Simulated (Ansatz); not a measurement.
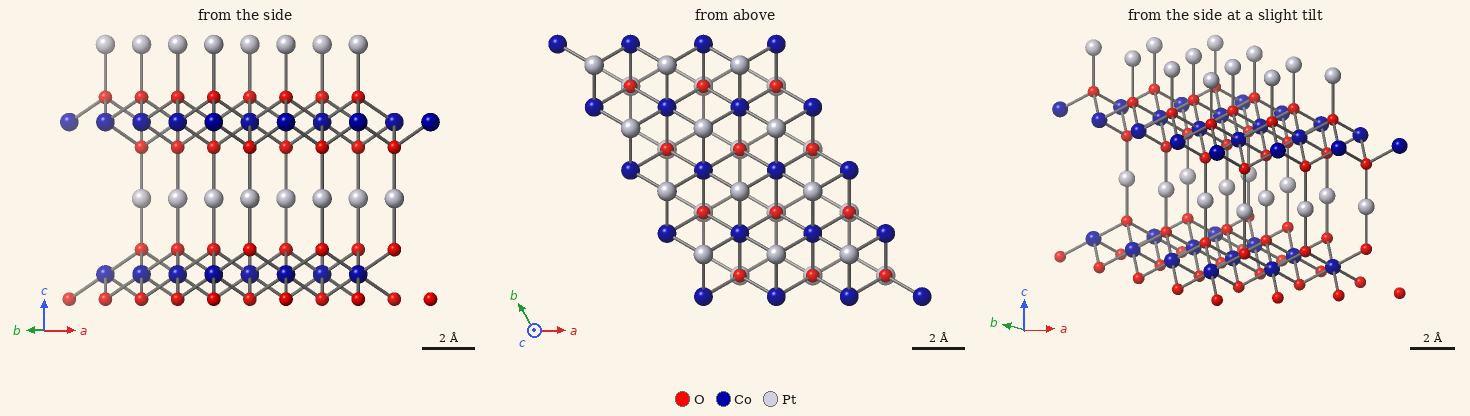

A ball-and-stick picture of a periodic slab, seen from the side, from above and from the side at a slight tilt. The surface normal points up in side views; the vacuum is left out. 3×4 cells are drawn in the plane, with atoms at the edges repeated.

The cell holds 2 Co, 2 Pt, 4 O. The slab was cut from bulk CoPtO2 (R-3m).

> Give the termination of both faces.

The top face ends in Pt, the bottom face in O. The faces differ, so the slab can carry a dipole.

> How thick is it?

About 10 Å from the lowest to the highest atom.

> What is the stacking of atomic planes, top to bottom?

Eight planes: Pt / O / Co / O / Pt / O / Co / O.

> Index the surface.

(0 0 1).

Results below were computed with DFT PBEsol, scalar-relativistic, plane waves, PAW (Ansatz 0.2.0); the settings were a cutoff energy of 420 eV, k-point mesh 12×12×1, Gaussian smearing of 0.1 eV, no spin polarisation (a spin-restricted run, not always the ground state).

> What work functions does the calculation give?

5.44 eV at the top and 7.66 eV at the bottom.

Provenance: a structure listed in the Materials Project, from which a slab was cut. The atoms were relaxed in a fixed cell with Ansatz 0.2.0, DFT PBEsol, scalar-relativistic, plane waves, PAW, but for four held in place.

At this level of theory the run's own cell isn't at rest (forces up to 1.6 eV/Å), so its distances can differ from those at equilibrium, the more so the softer the solid.
